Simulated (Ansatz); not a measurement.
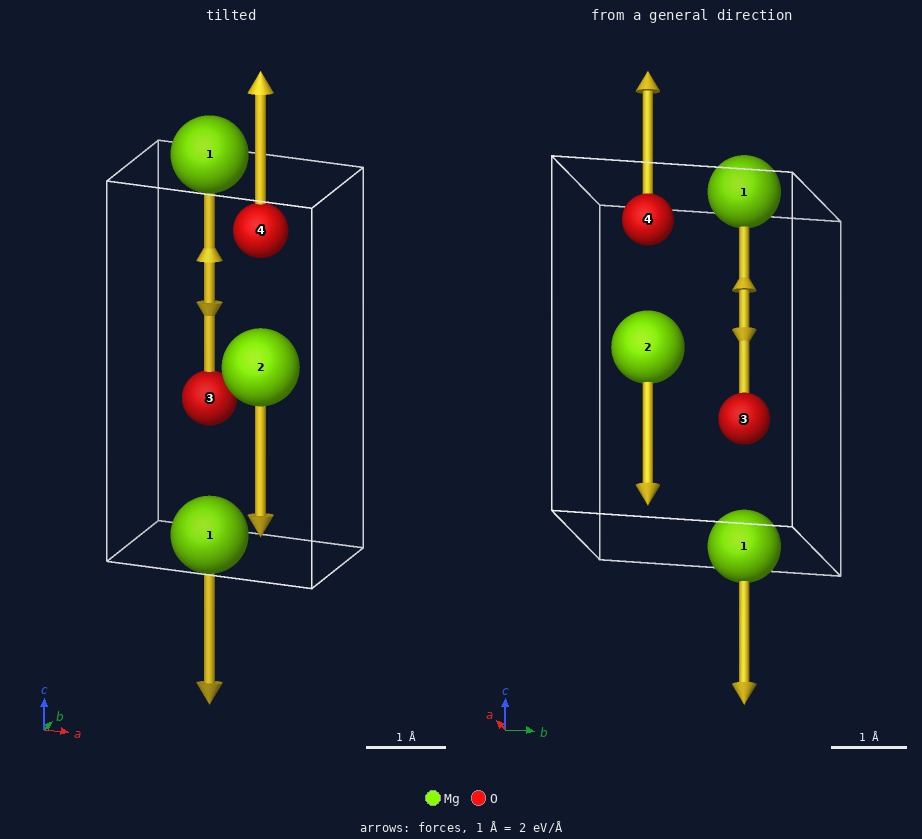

The crystal in a spheres-only representation, seen slightly off an axis and from a general direction. One simulation cell is outlined, and atoms on its boundary appear in each equivalent place. The arrows are the computed forces on the atoms.

System: MgO. Level of theory and settings: Ansatz, DFT PBEsol, scalar-relativistic, plane waves, PAW, a basis cut at 420 eV, a 9×9×6 grid in reciprocal space, Gaussian smearing of 0.02 eV, no spin polarisation.

Are the forces small enough to call this converged?

Answer. No. The atoms still feel forces of up to about 3.4 eV/Å, far above a usual threshold of 0.01 to 0.03 eV/Å.

Which atom feels the largest force?

Answer. Mg1, Mg2, O3 and O4, about 3.4 eV/Å.

How big are the forces on each element on average?

Answer. Mean magnitudes: about Mg 3.4 eV/Å, O 3.4 eV/Å.

The structure was taken from a structure listed in the Materials Project. The cell was then strained or its atoms displaced on purpose. It was run through Ansatz as a DFT input.
